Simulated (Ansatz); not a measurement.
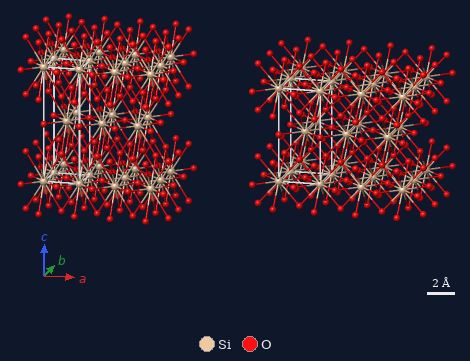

Two geometries of crystalline SiO₃ (built on the TiAl3 (D0_22)_139 type) (coarse preliminary run), drawn at one scale. One is the start of a relaxation, the other its converged end. The picture is a ball-and-stick view of the conventional cell (2 times the calculation's cell), repeated 3 × 2 × 1 with one cell outlined, seen slightly off an axis. Lengths and directions refer to the drawn axes.

These are results of DFT PBE, scalar-relativistic, plane waves, PAW in Ansatz, not measurements. (plane-wave cutoff 420 eV; k-point mesh 8 × 8 × 8; occupations gaussian; smearing width 0.1 eV; collinear spin; cell and atoms relaxed; force threshold 0.04 eV/Å; at most 70 steps)

Which of the two is the end point?

The left one is the relaxed one. Case: TiAl3 (D0_22) type (I4/mmm, No. 139). The atoms keep their places relative to the cell (all moves are under 0.005 Å). Cell: a = b 3.231 → 2.790 Å (−13.7 %), c 7.218 → 8.873 Å (+22.9 %). Volume −8.4 %. Some distances before and after: Si–Si 3.231 → 2.790 Å, O–Si 2.285 → 1.973 Å, O–Si 2.422 → 2.620 Å. The space group stays I4/mmm (No. 139). Over 13 accepted moves (17 points after the start) the energy falls by 337 meV per atom. All forces vanish by symmetry, so only the cell relaxes. The pressure goes from −16.29 to 0.03 GPa. At 4 points the geometry stayed and the basis and grid were re-selected for the new cell (energy shift of 27.9 meV per atom at most each time). The program noted that the starting moments weren't kept.
